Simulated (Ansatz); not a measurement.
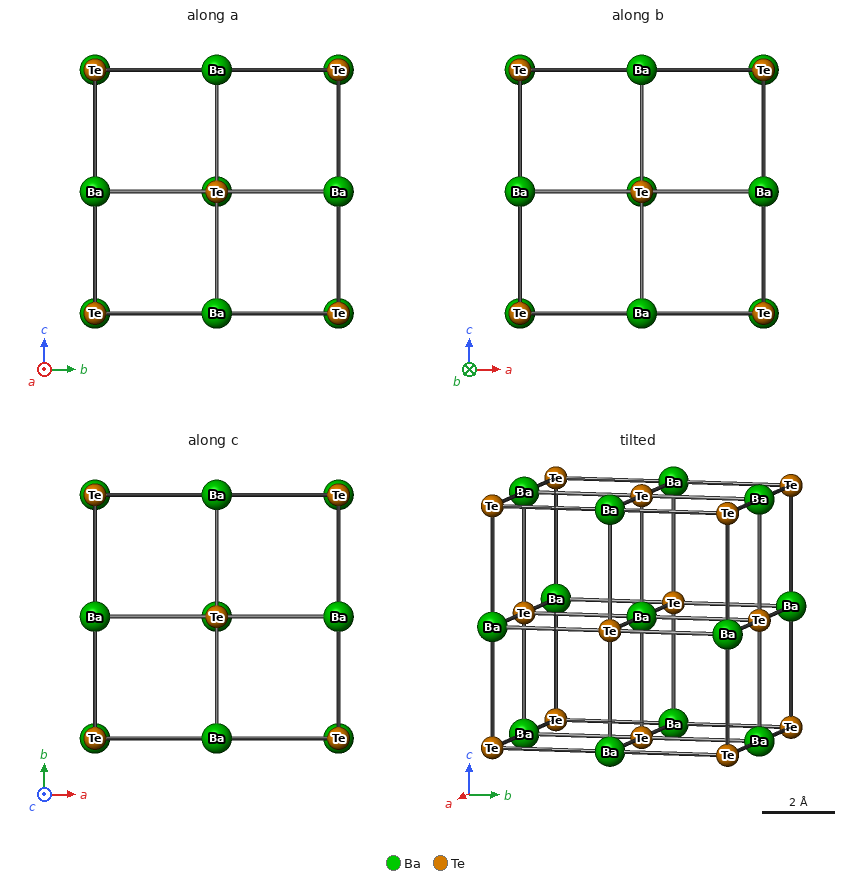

A ball-and-stick rendering, viewed along the a axis, along the b axis, along the c axis and slightly off an axis. One conventional unit cell is framed, with atoms on its boundary repeated.

Lattice parameters: a = 6.843 Å, b = 6.843 Å, c = 6.843 Å, α = 90.00°, β = 90.00°, γ = 90.00°. Put a along x and b in the xy plane.

Put the structure into a POSCAR file.

```
Ba Te
1.0
     6.843    0.000    0.000
     0.000    6.843    0.000
     0.000    0.000    6.843
Ba Te
4 4
Direct
  0.5000 0.0000 0.0000
  0.5000 0.5000 0.5000
  0.0000 0.0000 0.5000
  0.0000 0.5000 0.0000
  0.0000 0.0000 0.0000
  0.0000 0.5000 0.5000
  0.5000 0.0000 0.5000
  0.5000 0.5000 0.0000
```

Provenance: a structure type known for this compound. Earlier steps of the study may have refined or changed the cell and positions. It was run through Ansatz as a DFT input.
